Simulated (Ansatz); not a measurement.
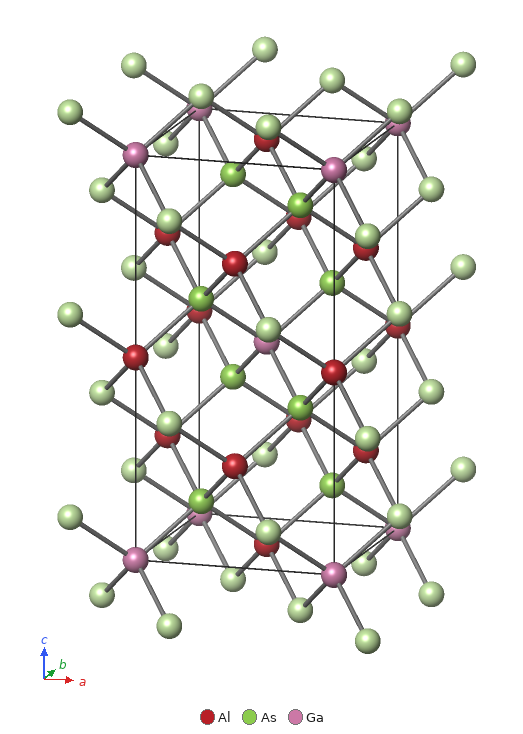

The figure gives a ball-and-stick picture of the atoms, viewed slightly off an axis. The lines enclose the conventional unit cell; boundary atoms appear with their images. Atoms outside the box are added where they are bonded to one inside, in fainter colours.

Al$_{3}$GaAs$_{4}$, space group I-42m (No. 121), a = 5.68 Å, b = 5.68 Å, c = 11.35 Å, α = 90.00°, β = 90.00°, γ = 90.00°.

Results below were computed with Ansatz, difference of finished runs, DFT, PBE, plane waves, PAW; the settings were a 420 eV plane-wave basis.

### How large a gap does the method give, if there is one?

A semiconductor at this level, with a gap of 1.47 eV.

Its origin is a structure type filled with these elements by a generator (whether the compound takes this form wasn't checked). Earlier steps of the study, as a rule a relaxation of our own, may have changed the cell and positions, so they can lie some per cent off the listed ones. It was run through Ansatz as a DFT input.
